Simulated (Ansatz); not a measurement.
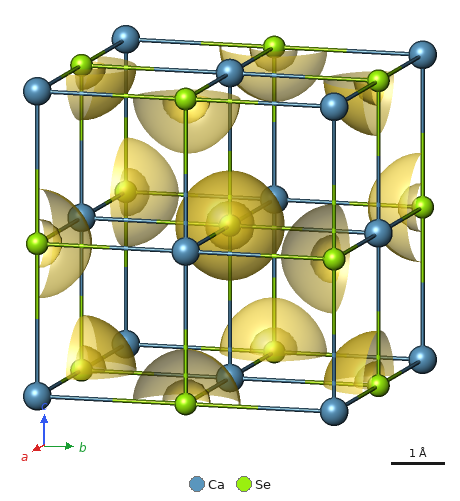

CaSe. Density of the Kohn–Sham states from −2.2 to −1.1 eV about the valence-band maximum (the middle third of the upper valence band), scaled to one electron a cell: yellow surface at 0.06 1/Å³, in the conventional cell seen slightly off an axis.

Space group Fm-3m.

Method: Ansatz, DFT PBE, scalar-relativistic, plane waves, PAW.

Core electrons are frozen (PAW), so the fields are smoothed inside the atomic spheres.

Q: Describe these states.

A: Löwdin projections on the PAW files' atomic orbitals give Se 4p (over 95 %).
In space (atomic cells sized by Bader volumes) the density divides as Se about 90 % and Ca about 10 %.
